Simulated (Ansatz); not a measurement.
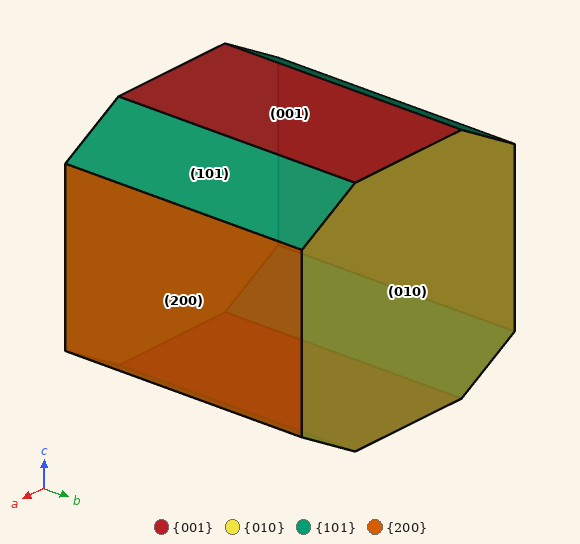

Ge, space group Pmma (No. 51), a = 5.118 Å, b = 2.688 Å, c = 2.817 Å, α = 90.00°, β = 90.00°, γ = 90.00°. BFDH (Bravais–Friedel–Donnay–Harker) growth shape, computed from the cell and space group alone: each face lies at a distance from the centre proportional to 1/d(hkl), with d taken for the first order that the space group does not extinguish. It ignores bonding, solvent and kinetics. Origin: coordinates from a relaxation in a fixed cell with DFT PBE, scalar-relativistic, plane waves, PAW in Ansatz. Forms under 0.4 % of the area are left out.

How many faces does the whole crystal have, by form?

10 faces: 2 of {010}, 2 of {200}, 4 of {101} and 2 of {001}.

Which form makes up most of the surface, and how much?

{010}, with 2 faces and about 34 % of the area; its spacing is d = 2.688 Å.

List the forms with their spacings and shares.

```
 form  faces  d (Å)  share of area (%)
{010}      2  2.688               34.1
{200}      2  2.559               24.5
{101}      4  2.468               22.1
{001}      2  2.817               19.3
```
